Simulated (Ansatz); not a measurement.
```xyz
11
Lattice="4.0890 0.0000 0.0000 2.0443 3.5413 0.0000 0.0000 0.0000 26.6856" Properties=species:S:1:pos:R:3 pbc="T T T"
Al    0.0008    0.0005    7.5595
Al    4.0896    2.3613    9.1049
Cu    0.0007    0.0004   10.0333
Al    2.0452    1.1809   10.7930
Al    0.0007    0.0004   12.5220
Cu    2.0452    1.1809   13.3428
Al    4.0896    2.3613   14.1637
Al    2.0452    1.1809   15.8926
Cu    4.0896    2.3613   16.6524
Al    0.0008    0.0005   17.5807
Al    4.0895    2.3613   19.1261
```

Computed without spin polarisation.

Level of theory: Ansatz, DFT PBE, scalar-relativistic, plane waves, PAW.

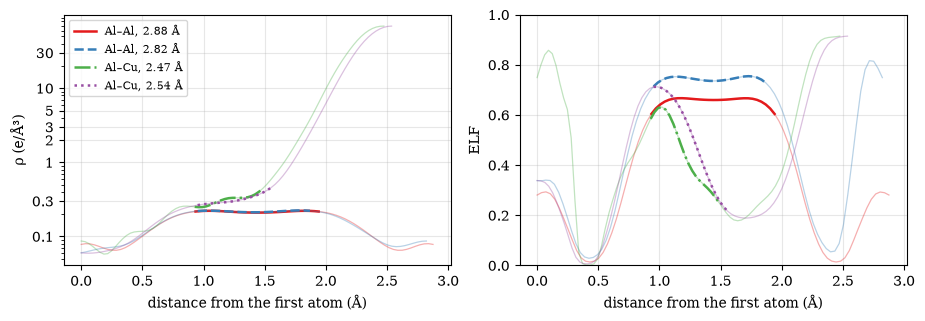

Al$_{8}$Cu$_{3}$ (slab). Valence charge density (pseudo) and electron localisation function along straight lines between neighbouring atoms. Thin, pale parts lie inside the atomic spheres.

In a PAW calculation such maps are meaningful between the atoms, not at the nuclei.

**Compare the contacts.**

Al–Al (2.88 Å): ρ is about 0.21 e/Å³ halfway; the ELF peaks at about 0.65 between the atoms.
Al–Al (2.82 Å): the density is about 0.21 e/Å³ at the midpoint; the ELF peaks at about 0.75 between the atoms.
Al–Cu (2.47 Å): the density is about 0.33 e/Å³ at the midpoint, with its minimum of 0.25 e/Å³ about 1.0 Å from Al; the ELF peaks at about 0.65 between the atoms.
Al–Cu (2.54 Å): ρ at the midpoint is about 0.3 e/Å³; the ELF peaks at about 0.70 between the atoms.
